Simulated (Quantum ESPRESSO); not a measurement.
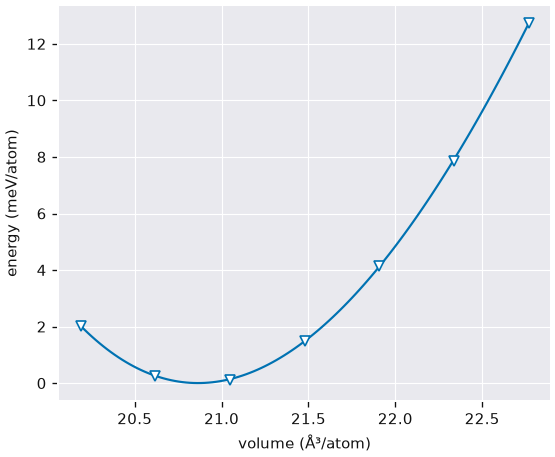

The plot gives the computed energy against volume for NaCl, space group Pm-3m (No. 221).

The given structure:
```xyz
2
Lattice="3.5022 0.0000 0.0000 0.0000 3.5022 0.0000 0.0000 0.0000 3.5022" Properties=species:S:1:pos:R:3 pbc="T T T"
Cl    1.7511    1.7511    1.7511
Na    0.0000    0.0000    0.0000
```

How it was computed, with Quantum ESPRESSO 7.5: plane-wave DFT, no spin polarisation; energies at scaled volumes of the given cell, shape and fractions fixed, counted from the fit's minimum, third-order Birch-Murnaghan fit. Level: rev-vdW-DF2.

k mesh 8×8×8; occupations Fermi–Dirac; smearing width 0.05 eV; potentials PseudoDojo 0.4.1 SR PBE standard; wave cutoff 1197 eV; density cutoff 4789 eV.

This calculation gives: equilibrium volume 20.86 Å³/atom and bulk modulus 27.8 GPa.

Now the level changes from rev-vdW-DF2 to AM05. How do these quantities change?

The equilibrium volume rises from 20.86 to 21.29 Å³/atom (+2.1 %) and the bulk modulus falls from 27.8 to 24.8 GPa (−11 %).

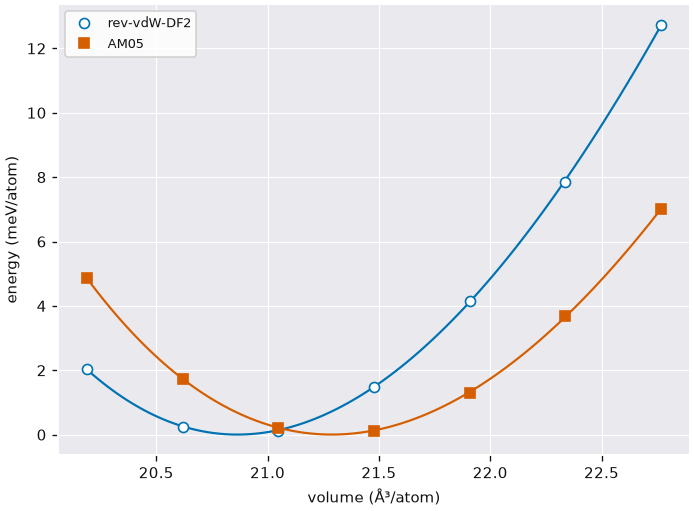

The two results together.

For both, limits of the calculation: potentials made for another functional.

V0 and the bulk modulus come from third-order Birch–Murnaghan fits.
